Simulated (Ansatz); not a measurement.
Ca. A set of calculations on one system.

Space group Immm. This isn't the usual form at ambient conditions. The cell comes from a database of computed structures, not from a measurement.

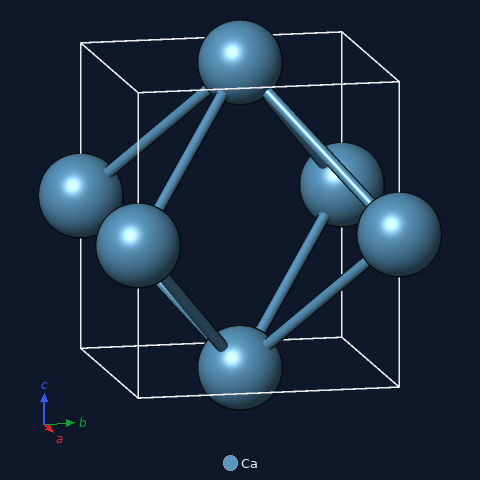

The conventional cell.

```cif
data_structure
_symmetry_space_group_name_H-M 'P 1'
_symmetry_Int_Tables_number 1
_cell_length_a 4.1930
_cell_length_b 4.2035
_cell_length_c 4.8907
_cell_angle_alpha 90.000
_cell_angle_beta 90.000
_cell_angle_gamma 90.000
_cell_volume 86.20
loop_
_atom_site_label
_atom_site_type_symbol
_atom_site_fract_x
_atom_site_fract_y
_atom_site_fract_z
_atom_site_occupancy
Ca1 Ca 0.00000 0.00000 0.50000 1
Ca2 Ca 0.50000 0.50000 0.00000 1
```

These are results of DFT PBE, scalar-relativistic, plane waves, PAW (Ansatz 0.2.0), not measurements.

Core electrons are frozen (PAW), so the maps are meaningful between the atoms, not at the nuclei.

## 1. Bonding charge

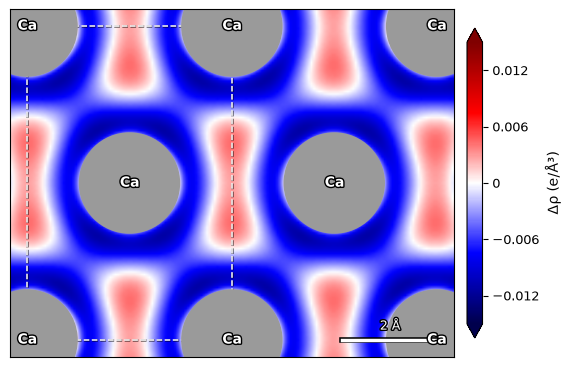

Bonding charge density, ρ(crystal) − Σ ρ(neutral atoms): a map on the (101̄) plane of the conventional cell, with grey discs over the atomic cores. Cores are masked to 1.0 Å (Ca).

What does the deformation density say about the bonding?

Answer. Over the whole cell, outside the masked cores, the largest gain, 0.013 e/Å³, lies 2.4 Å from a calcium nucleus, and the largest loss, 0.011 e/Å³, lies 1.3 Å from a calcium nucleus. In all about 0.12 e an atom is rearranged against the free atoms.

## 2. States by energy

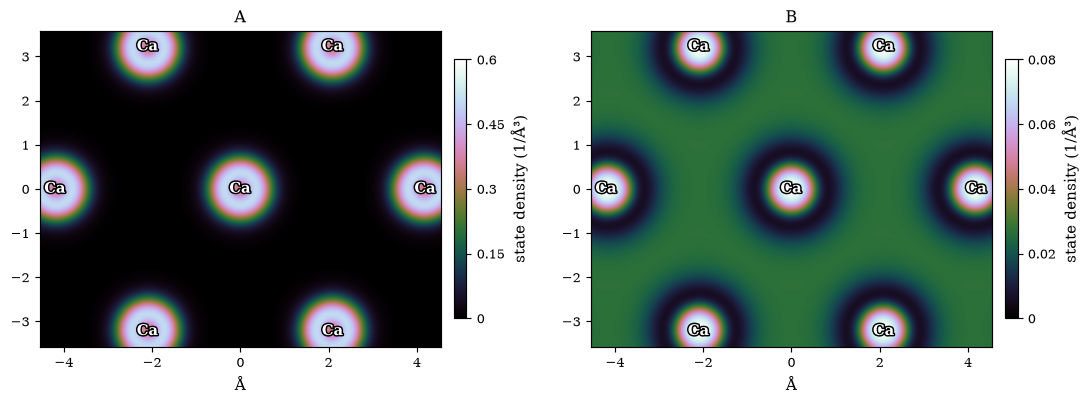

Ca: densities of the states in two energy windows, on the (011) plane of the conventional cell.

Match the panels to the energy ranges (zero at the Fermi level): −23.19 to −22.99 eV and −2.7 to −1.3 eV.

Answer. Panel A: −23.19 to −22.99 eV, a separate group of bands (semicore or deep states), mainly Ca 3p (over 95 %).
Panel B: −2.7 to −1.3 eV, the middle third of the occupied valence band, mainly Ca 4s (over 95 %).
The characters are Löwdin shares on a minimal set of atomic orbitals.

## 3. Change of volume

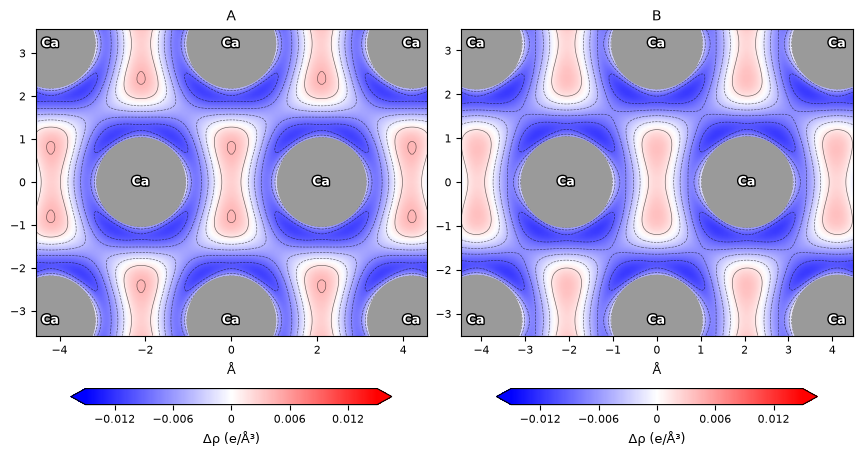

Ca: deformation density on the (101) plane of the conventional cell at two volumes, with the same fractional coordinates and one colour scale. Grey discs cover the cores. Panel B has 94 % of the volume of panel A.

How do bonds, bonding charge and pressure respond to this change of volume?

Answer. The pressure is −0.4 GPa in A and 0.7 GPa in B. The rearranged charge is 0.12 e an atom in A and 0.12 e in B.

## 4. Putting it together

The two pressures give a mean stiffness −ΔP/Δln V of about 17 GPa over this range, with the atoms held at their fractional positions.
